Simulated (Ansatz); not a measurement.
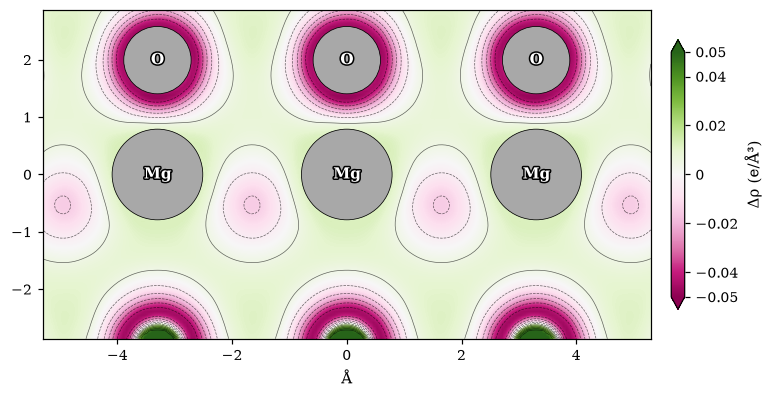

MgO. Difference of the valence pseudo-densities of two functionals at the same geometry, on the (100) plane of the calculation cell: PBE0 less HF.

Both computed with Ansatz (plane waves, PAW), on the same k-point mesh. Grey discs cover the atomic cores.

```xyz
4
Lattice="3.3009 0.0000 0.0000 -1.6504 2.8586 0.0000 0.0000 0.0000 5.0282" Properties=species:S:1:pos:R:3 pbc="T T T"
Mg    0.0000    1.9058    2.4703
Mg    1.6504    0.9529    4.9844
O     1.6504    0.9529    1.9495
O     0.0000    1.9058    4.4636
```

> Where does the change of functional move the electrons?

Against HF, PBE0 gives more density around Mg (+0.006 e/Å³ on average at 1.0 Å from the nucleus), less density around O (−0.039 e/Å³ on average at 0.7 Å from the nucleus) and a change of −0.005 e/Å³ at the midpoint of Mg–O.
